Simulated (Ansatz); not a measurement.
**From LDA to G0W0: SrCa2Ti3O9 (perovskite [001] superlattice) (P4mm)**

Aim: the quasiparticle gap of SrCa2Ti3O9 (perovskite [001] superlattice) (P4mm), starting from LDA.

Calculated with Ansatz 0.2.0; LDA, then G0W0 on it, plane waves, PAW.

The structure was built from a prototype and need not be the compound's stable phase.

### Step 1. The structure

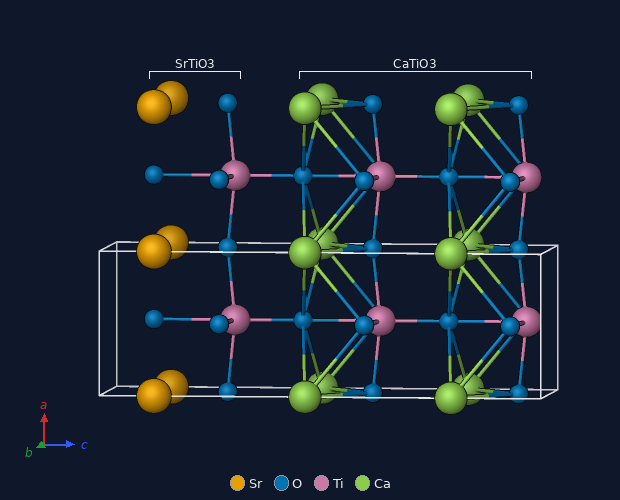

The starting structure, seen from the side, with the c axis across the page (strontium orange, oxygen blue, titanium pink, calcium green). 2×1×1 cells are drawn. Some periodic images of atoms are drawn too.

The structure was relaxed with LDA. The runs that relaxed it are not among those shown.

The logs state that the PAW files were generated under PBE.

### Step 2. Bands along the symmetry lines

Levels along a band path and on the mesh show where this functional puts the band edges.

This step: DFT, LDA, plane waves, PAW; PAW set soft_1.

The input, input.yaml:

```yaml
crystal:
  lattice:
    - [3.8045773291, 0.0, 0.0]
    - [0.0, 3.8045773291, 0.0]
    - [0.0, 0.0, 11.6835785208]
  atoms:
    - { symbol: Sr, position: [0.0, 0.0, 0.0980510756] }
    - { symbol: O, position: [0.5, 0.5, 0.0785108879] }
    - { symbol: Ti, position: [0.5, 0.5, 0.2624136497] }
    - { symbol: O, position: [0.5, 0.0, 0.2457860363] }
    - { symbol: O, position: [0.0, 0.5, 0.2457860363] }
    - { symbol: Ca, position: [0.0, 0.0, 0.4401599465] }
    - { symbol: O, position: [0.5, 0.5, 0.4164249785] }
    - { symbol: Ti, position: [0.5, 0.5, 0.5917414226] }
    - { symbol: O, position: [0.5, 0.0, 0.5744821911] }
    - { symbol: O, position: [0.0, 0.5, 0.5744821911] }
    - { symbol: Ca, position: [0.0, 0.0, 0.771176202] }
    - { symbol: O, position: [0.5, 0.5, 0.7467904033] }
    - { symbol: Ti, position: [0.5, 0.5, 0.9228523167] }
    - { symbol: O, position: [0.5, 0.0, 0.9052151201] }
    - { symbol: O, position: [0.0, 0.5, 0.9052151201] }
kpoints:
  mp_grid: { grid: [6, 6, 2] }
  band_path:
    path:
      - [[0.0, 0.0, 0.0], [0.0, 0.5, 0.0], [0.5, 0.5, 0.0], [0.0, 0.0, 0.0], [0.0, 0.0, 0.5], [0.0, 0.5, 0.5], [0.5, 0.5, 0.5], [0.0, 0.0, 0.5]]
      - [[0.0, 0.5, 0.0], [0.0, 0.5, 0.5]]
      - [[0.5, 0.5, 0.0], [0.5, 0.5, 0.5]]
    npoints: 10
hamiltonian:
  xc: lda
  pseudopotentials: { kind: paw, azcp: { folder: soft_1 }, xc_functional: pbe }
scf:
  occupations: { method: fermi_dirac, width: 0.02 }
  n_extra_bands: 9
output:
  eigenvalues: true
  write_density: true
  write_potential: true
  elf: true
  volumetric_format: npy
```

On the command line:

```
ansatz run input.yaml --threads 4 --pin off --max-ram 17510MiB --backend cpu --events-out ev --progress --plain --runs-dir out
```

Numbers of over 12 decimals in the logs are rounded to 6 here.

The log of the run:

```text
scf.n_extra_bands = 9 over 60 filled bands (N_el = 120.0): the run solves 69 bands
Engine: ansatz 0.2.0, aarch64-unknown-linux-gnu
Pseudopotentials: kind: paw
Pseudopotential: Sr, paw, valence charge 10, recommended cutoff 420 eV (normal), soft_1/Sr.paw.azcp
Pseudopotential: O, paw, valence charge 6, recommended cutoff 420 eV (normal), soft_1/O.paw.azcp
Pseudopotential: Ti, paw, valence charge 12, recommended cutoff 420 eV (normal), soft_1/Ti.paw.azcp
Pseudopotential: Ca, paw, valence charge 10, recommended cutoff 420 eV (normal), soft_1/Ca.paw.azcp
Functional definition: SPW92
  exchange = slater_x
  correlation = pw_c
Crystal: 15 atoms, lattice volume = 169.118 Å³
Basis set: ecut = 420 eV, 3295 PW (Γ)
Bands: 69, of which v1, the nominal top of the filled ones, is band 60 counted from 1 (59 counted from 0)
Symmetry: 8 space group operations
Space group: P4mm (ITA 99), of the structure as read, at distance tolerance 5.5e-5 Å
k-points: 20 of 72
Non-local potential: Sr, projectors of the file, l = 0: 3, l = 1: 2, l = 2: 2
Non-local potential: O, projectors of the file, l = 0: 2, l = 1: 2, l = 2: 1
Non-local potential: Ti, projectors of the file, l = 0: 3, l = 1: 2, l = 2: 3, l = 3: 1
Non-local potential: Ca, projectors of the file, l = 0: 3, l = 1: 2, l = 2: 2
PAW form: soft (Blöchl's): semilocal exchange-correlation on the pseudo side does not see the compensation charge
PAW frozen core: Sr, regenerated for the run's functional, and the local potential with it (the file was generated under x = pbe(κ = 0.804, μ = 0.219515), c = pbe(β = 0.066725))
PAW frozen core: O, regenerated for the run's functional, and the local potential with it (the file was generated under x = pbe(κ = 0.804, μ = 0.219515), c = pbe(β = 0.066725))
PAW frozen core: Ti, regenerated for the run's functional, and the local potential with it (the file was generated under x = pbe(κ = 0.804, μ = 0.219515), c = pbe(β = 0.066725))
PAW frozen core: Ca, regenerated for the run's functional, and the local potential with it (the file was generated under x = pbe(κ = 0.804, μ = 0.219515), c = pbe(β = 0.066725))
PAW one-centre angular grid: Sr, 110 points (default); XC on 64 Gauss nodes
PAW one-centre angular grid: O, 110 points (default); XC on 64 Gauss nodes
PAW one-centre angular grid: Ti, 590 points (default); XC on 64 Gauss nodes
PAW one-centre angular grid: Ca, 110 points (default); XC on 64 Gauss nodes
Initial density: superposition of atomic densities (chi_scale 0.1, normalization cell, long waves kept (reshape's long-wave potential 0.27 eV rms))
Initial wavefunctions: pseudopotential atomic-orbital guess
Functional: x = slater, c = lda
SCF iter   1: F=—  HF=-19365.587006 eV  |F-HF|=—  |Δ(HF+E_count)|=         —  Δρ=5.61e-2  dr2=5.40e0  ethr=3.10e-3  ⟨swp⟩=12.0  Hψ=6855  notcnv=0
preconditioner: auto → Resta (q_TF=auto, 2.577 Å⁻¹)  ε∞=5.5  [insulator: Δε(μ)=1.376 eV  Ē_g=12.721 eV  σ=0.020 eV  W_gap=1.00  n_scr=56 (ndim 8)  ℏωp=27.1 eV  f_vac=0.000  D(μ)=0.00/eV (n_scr^D=0)  ε∞_Penn≈5.5]
SCF iter   2: F=—  HF=-19364.520365 eV  |F-HF|=—  |Δ(HF+E_count)|=    1.07e0  Δρ=2.83e-2  dr2=1.61e0  ethr=3.10e-3  ⟨swp⟩=2.9  Hψ=2905  notcnv=0  defer=78
SCF iter   3: F=—  HF=-19364.173575 eV  |F-HF|=—  |Δ(HF+E_count)|=   3.47e-1  Δρ=9.84e-3  dr2=1.33e-1  ethr=1.34e-3  ⟨swp⟩=3.5  Hψ=2737  notcnv=0  defer=78
SCF iter   4: F=—  HF=-19364.149206 eV  |F-HF|=—  |Δ(HF+E_count)|=   2.44e-2  Δρ=2.63e-3  dr2=9.66e-3  ethr=1.11e-4  ⟨swp⟩=4.3  Hψ=2587  notcnv=0  defer=60
SCF iter   5: F=—  HF=-19364.148880 eV  |F-HF|=—  |Δ(HF+E_count)|=   3.25e-4  Δρ=5.19e-4  dr2=4.36e-4  ethr=8.05e-6  ⟨swp⟩=3.4  Hψ=2602  notcnv=0  defer=50
SCF iter   6: F=—  HF=-19364.148917 eV  |F-HF|=—  |Δ(HF+E_count)|=   3.69e-5  Δρ=2.27e-4  dr2=7.26e-5  ethr=3.63e-7  ⟨swp⟩=2.0  Hψ=2059  notcnv=0  defer=50
SCF iter   7: F=—  HF=-19364.148925 eV  |F-HF|=—  |Δ(HF+E_count)|=   7.84e-6  Δρ=9.72e-5  dr2=1.36e-5  ethr=6.05e-8  ⟨swp⟩=2.0  Hψ=2137  notcnv=0  defer=50
SCF iter   8: F=—  HF=-19364.148922 eV  |F-HF|=—  |Δ(HF+E_count)|=   2.61e-6  Δρ=1.42e-5  dr2=5.35e-7  ethr=1.14e-8  ⟨swp⟩=2.0  Hψ=2007  notcnv=0  defer=50
SCF iter   9: F=-19364.148922 eV  HF=-19364.148922 eV  |F-HF|=3.11e-8  |Δ(HF+E_count)|=   1.14e-7  Δρ=3.94e-6  dr2=4.10e-8  ethr=8.33e-11  ⟨swp⟩=11.7  Hψ=5444  notcnv=0
SCF 1 converged in 9 iterations: F = -19364.148922 eV  dr2 = 4.10e-8
  greatest PAW one-centre occupation: 0.998 electrons in one spin orbital (limit 2), on the Ti atom at site 7 (counted from 0), in its partial waves of l = 0
NSCF: frozen V_eff on 93 k-points
SCF converged after 9 iterations
Free energy (F): -19364.148922 eV
Harris-Foulkes:  -19364.148922 eV  (|F-HF|=3.11e-8)
Internal energy: -19364.148922 eV  (E = F + TS)
E sigma→0 (E₀):  -19364.148922 eV
Fermi energy:    10.550892 eV
--- Per-component energies (eV) ---
  E_band       = -741.384225
  E_kinetic    = 3103.313061
  E_local      = -7455.876852  (includes V_loc(G=0)·N_el)
  E_nonlocal   = 1098.877327
  E_hartree    = 2677.935870
  E_xc         = -1416.406489
  E_vxc        = -1736.203930  (∫ρ·V_xc dr)
  E_paw        = -8580.533245  (= ΣΔE_a)
  E_vpaw       = -1107.366098  (= ΣTr[D̂ρ^β])
  E_aug_tail   = 0.006937  (compensation charges beyond the density's cutoff)
  E_ewald      = -8794.176143
  E_core_change = 2.710612  (= ΣΔE_core)
  E_smearing   = -0.000000  (= −TS)
  E_closure    = -0.000000  (closes the sum)
  Σ components = -19364.148922   (vs F -19364.148922, Δ=0.00e0)
--- Band table (eV; the first three rows and the last of 20) ---
  k-point 0: bands = [... 56 lower, 8.8744, 8.9079, 9.0582, 9.0582, 11.4287, 11.6101, 11.7860, 12.1631, ... 5 higher]
  k-point 1: bands = [... 56 lower, 8.8804, 8.8804, 9.0648, 9.0648, 11.4340, 11.5979, 11.7931, 12.5249, ... 5 higher]
  k-point 2: bands = [... 56 lower, 8.5251, 8.5927, 8.7206, 8.9296, 11.9978, 12.1584, 12.2328, 12.3009, ... 5 higher]
  k-point 19: bands = [... 56 lower, 9.4190, 9.4348, 9.4348, 9.6707, 13.6909, 13.6909, 13.8305, 13.8305, ... 5 higher]
```

Wall time 31 s (4 threads of Arm Neoverse V1, shared host); peak memory 0.98 GiB; 2 min of CPU time.

Numbers from this step:

```yaml
filled_bands: 60
gap: 1.758 eV
valence_top_at: A
conduction_bottom_at: Γ
least_direct_gap: 2.369 eV
```

Over mesh and path the gap is 1.758 eV, from k = (0.500, 0.500, 0.500) to k = Γ. The least direct gap found is 2.369 eV, at k = (0.000, 0.000, 0.500).

The electronic bands at the labelled points (eV, zero at the top of the highest nominally filled band):

| point | band 57 | band 58 | band 59 | band 60 | band 61 | band 62 | band 63 | band 64 |
| --- | --- | --- | --- | --- | --- | --- | --- | --- |
| Γ | -0.80 | -0.76 | -0.61 | -0.61 | 1.76 | 1.94 | 2.12 | 2.49 |
| X | -1.32 | -1.01 | -0.63 | -0.47 | 2.60 | 3.66 | 3.76 | 3.81 |
| M | -0.52 | -0.43 | -0.25 | 0.00 | 3.97 | 3.97 | 4.31 | 4.31 |
| Γ | -0.80 | -0.76 | -0.61 | -0.61 | 1.76 | 1.94 | 2.12 | 2.49 |
| Z | -0.79 | -0.79 | -0.61 | -0.61 | 1.76 | 1.93 | 2.12 | 2.85 |
| R | -1.46 | -1.42 | -1.34 | -0.26 | 2.93 | 3.04 | 3.76 | 3.85 |
| A | -0.25 | -0.24 | -0.24 | 0.00 | 4.02 | 4.02 | 4.16 | 4.16 |
| Z | -0.79 | -0.79 | -0.61 | -0.61 | 1.76 | 1.93 | 2.12 | 2.85 |
| jump to X | -1.32 | -1.01 | -0.63 | -0.47 | 2.60 | 3.66 | 3.76 | 3.81 |
| R | -1.46 | -1.42 | -1.34 | -0.26 | 2.93 | 3.04 | 3.76 | 3.85 |
| jump to M | -0.52 | -0.43 | -0.25 | 0.00 | 3.97 | 3.97 | 4.31 | 4.31 |
| A | -0.25 | -0.24 | -0.24 | 0.00 | 4.02 | 4.02 | 4.16 | 4.16 |

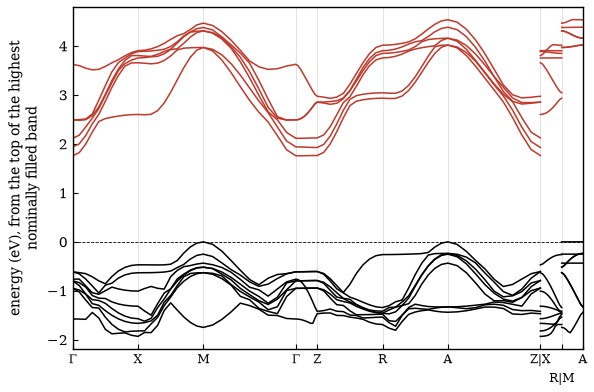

Electronic bands along the path; lines of filled and empty bands in two colours.

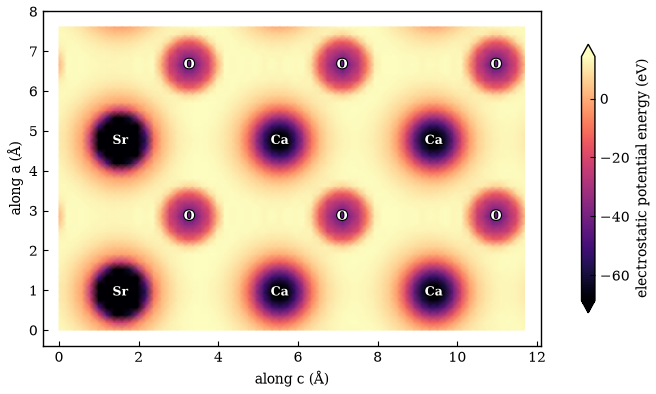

Electrostatic potential energy in the ca plane at fractional y = 0.000, with atoms of Sr and O and Ca within 0.2 Å of it. With pseudopotentials it is smooth inside the atoms' cores, unlike the true potential. The map starts off the cell's origin, so that atoms lie inside it.

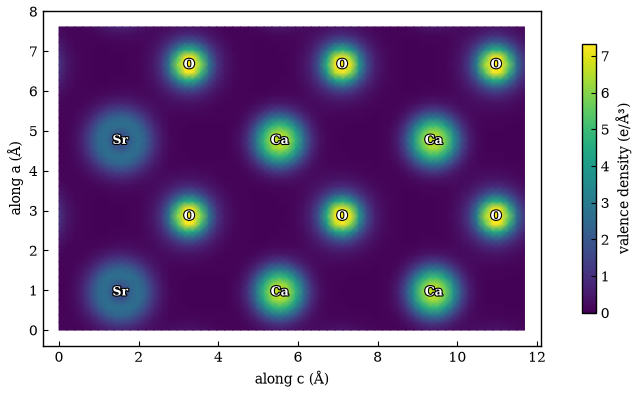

Valence density in the ca plane at fractional y = 0.000, with atoms of Sr and O and Ca within 0.2 Å of it. It is the smooth field of the valence electrons, not physical close to the nuclei. The map starts off the cell's origin, so that atoms lie inside it.

(Continued in part 2 of 3.)

[Paths, hosts, dates, memory and timing lines, banners, echoed tables and standing remarks are left out of the program output.]

[Logs are printed without paths, hosts, clocks, repeated set-up lines and the standing remarks that a program may print on its own settings, such as how far it seeks lower states.]

[Runs of the session that timed out or met a known fault of the program may be left out.]

[Cells called generated may have been cut or substituted from an entry of the Crystallography Open Database or the Materials Project.]

[Hosts, paths, dates, database ids (printed as entryN), source tags and the programs' standing remarks are cut or masked in the printed files.]

[Where an RPA ε∞ is given, it is that of the G0W0 mesh and is not shown converged in it. Names of k-points follow the symmetry that the program found, which can be lower than the space group named. Band edges on a path are those of the sampled points; other points can move an edge, and change direct to indirect where valleys lie close.]

[Hybrid gaps are those of their k-mesh and are not shown converged in it.]
